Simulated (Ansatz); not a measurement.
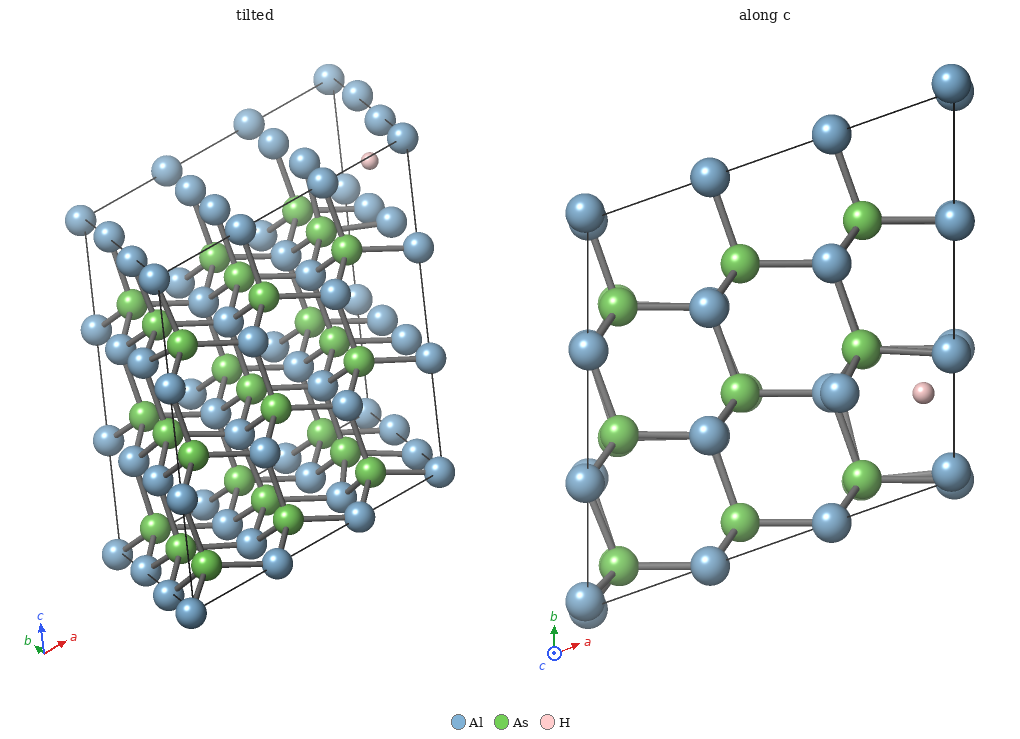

This ball-and-stick model is shown slightly off an axis and along the c axis. Atoms at the boundary of the simulation cell (the box) are drawn once for each face, edge or corner they touch. Cell: a = 12.151 Å, b = 12.151 Å, c = 12.151 Å, α = 60.00°, β = 60.00°, γ = 60.00°.

State composition, symmetry and coordination.

The stoichiometry is Al27As27H. The lattice is face-centred cubic and the space group F-43m (No. 216). One cell contains 27 Al, 27 As, 1 H, 55 atoms in all. Al bonds to four As in a distorted tetrahedral arrangement at about 2.5 to 2.6 Å. Each As atom has four Al in a distorted tetrahedral arrangement at about 2.5 to 2.6 Å around it. The bonds build a three-dimensional framework; H atoms stand without bonds in the drawing.

Its origin is a structure listed in the Materials Project, repeated into a supercell with a point defect put in. The atoms were relaxed in a fixed cell with DFT PBE, scalar-relativistic, plane waves, PAW (Ansatz).
